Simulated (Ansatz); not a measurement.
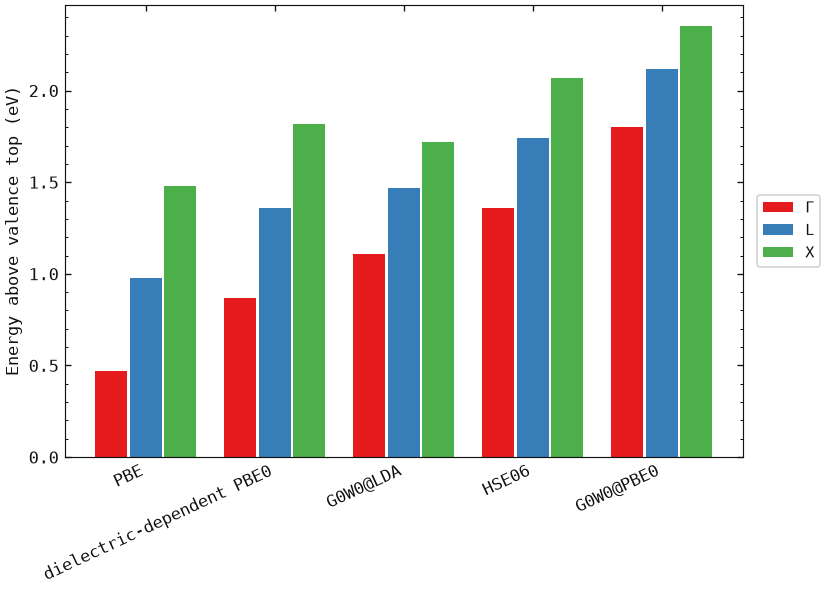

Lowest conduction level at each named k point, counted from the valence-band top at Γ, by several methods on one cell of zincblende GaAs, space group F-43m (No. 216), 2 atoms in the primitive cell, relaxed with r2SCAN; cubic a = 5.666 Å. All runs are without spin-orbit coupling and carry no moments.

### How do the methods rank at Γ?

From low to high: PBE 0.47, dielectric-dependent PBE0 0.87, G0W0@LDA 1.11, HSE06 1.36, G0W0@PBE0 1.80 eV.

### Do the methods agree on which of these conduction levels is lowest?

Yes: all put it at Γ.

| method | program | Γ (eV) | L (eV) | X (eV) |
| --- | --- | --- | --- | --- |
| PBE | Ansatz | 0.47 | 0.98 | 1.48 |
| dielectric-dependent PBE0 | Ansatz | 0.87 | 1.36 | 1.82 |
| G0W0@LDA | Ansatz | 1.11 | 1.47 | 1.72 |
| HSE06 | Ansatz | 1.36 | 1.74 | 2.07 |
| G0W0@PBE0 | Ansatz | 1.80 | 2.12 | 2.35 |

Settings. PBE: Ansatz PAW set, 8×8×8 k mesh, 420 eV cutoff, Fermi-Dirac smearing of 0.02 eV (Ansatz). dielectric-dependent PBE0: Ansatz PAW set, 6×6×6 k mesh, 420 eV cutoff, fixed occupations (Ansatz 0.2.0). G0W0@LDA: LDA, Ansatz PAW set, 4×4×4 k mesh, 420 eV cutoff, fixed occupations (Ansatz 0.2.0), G0W0 with empty bands 171, screening cutoff 140 eV and frequency treatment contour deformation. HSE06: Ansatz PAW set, 6×6×6 k mesh, 420 eV cutoff, fixed occupations (Ansatz). G0W0@PBE0: PBE0, Ansatz PAW set, 6×6×6 k mesh, 420 eV cutoff, fixed occupations (Ansatz), G0W0 with empty bands 249, screening cutoff 180 eV and frequency treatment contour deformation.

These are five of the 13 methods that were run on this cell. Spin-orbit coupling is left out, which matters for As. dielectric-dependent PBE0, G0W0@LDA, HSE06 and G0W0@PBE0: the PAW data sets were made with another functional. dielectric-dependent PBE0 and HSE06: the k mesh is thin for exact exchange. G0W0@LDA and G0W0@PBE0: the filled d shell of Ga makes GW gaps converge slowly, so they lie under their value at the basis limit. LDA, GGA and most meta-GGA functionals understate gaps. G0W0@LDA: the k mesh is coarse, so the values aren't converged. G0W0@LDA: the GW screening of so narrow a gap isn't settled on this k mesh. G0W0@PBE0: the k mesh is thin for GW. The GW runs differ in bands or cutoffs. The GW values are at finite bands, cutoffs and mesh, short of the basis limit.
